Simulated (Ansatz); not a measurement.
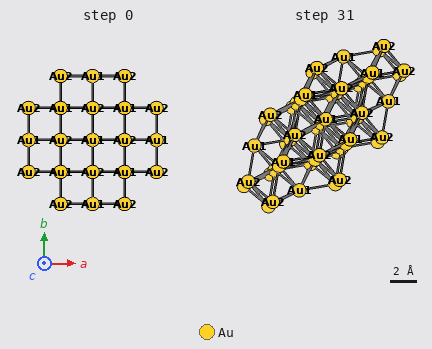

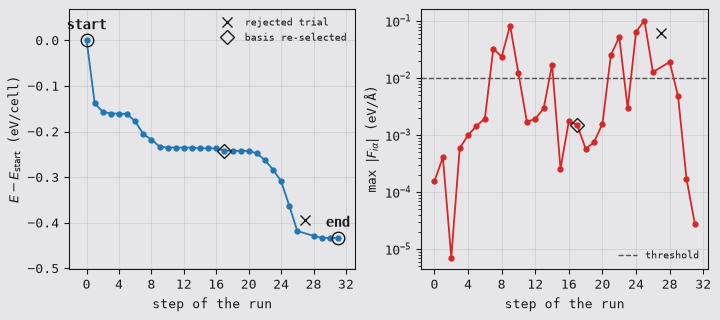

First and last geometry of a relaxation of solid Au (a generated structure, set up in I4_1/amd), with the history of the run. The picture is a ball-and-stick view of the conventional cell (2 times the calculation's cell), seen along the c axis. Lengths and directions refer to the drawn axes.

Phase: beta-Sn type.

Theory: DFT, r2SCAN, plane waves (500 eV) with PAW, scalar-relativistic (Ansatz). Settings: plane-wave cutoff 500 eV; k-point mesh 13 × 13 × 9; occupations fermi dirac; smearing width 0.1 eV; no spin polarisation; cell and atoms relaxed; force threshold 0.01 eV/Å; at most 60 steps.

Did the run converge, and what did it change?

The run was cut off at its time limit before the program reported convergence, but its last step already meets the force threshold: the largest component is under 0.0001 eV/Å against 0.01 eV/Å. The pressure is within 0.01 GPa of its target. The largest moves relative to the cell, 0.21 Å, are those of Au1 and Au2. Au1 goes along [−1 1 0]. The volume changes by −1.7 %, with a = b 5.072 → 5.620 Å (+10.8 %), c 2.769 → 2.895 Å (+4.6 %), α 90.0° → 75.1°, β 90.0° → 75.1°, γ 90.0° → 53.1°. Among the contacts that change: Au1–Au1 3.844 → 2.899 Å, Au1–Au2 3.278 → 2.934 Å, Au1–Au2 (another image) 2.629 → 2.931 Å, Au1–Au1 (another image) 2.769 → 2.895 Å. Bond angles that change, for instance: Au2–Au1–Au2 94.0° → 146.7°, Au2–Au1–Au2 94.0° → 59.3°, Au2–Au1–Au2 94.0° → 110.5°. The space group (tolerance 0.01 Å) goes from I4_1/amd (No. 141) to P6_3/mmc (No. 194). After 29 accepted moves (31 points after the start) the energy has fallen by 0.433 eV per cell of the calculation. Largest force component: 0.00016 eV/Å at the start, under 0.0001 eV/Å at the end. The pressure goes from 12.53 to 0.00 GPa. The line search rejected the trial step at point 27 of the run. At 1 point the geometry stayed and the basis and grid were re-selected for the new cell (energy shift of 5.3 meV per cell of the calculation at most each time). Cost: 30 min on 1 thread of Intel(R) Xeon(R) Platinum 8259CL CPU @ 2.50GHz (Skylake/Cascade Lake) (shared host), peak memory 0.91 GiB.
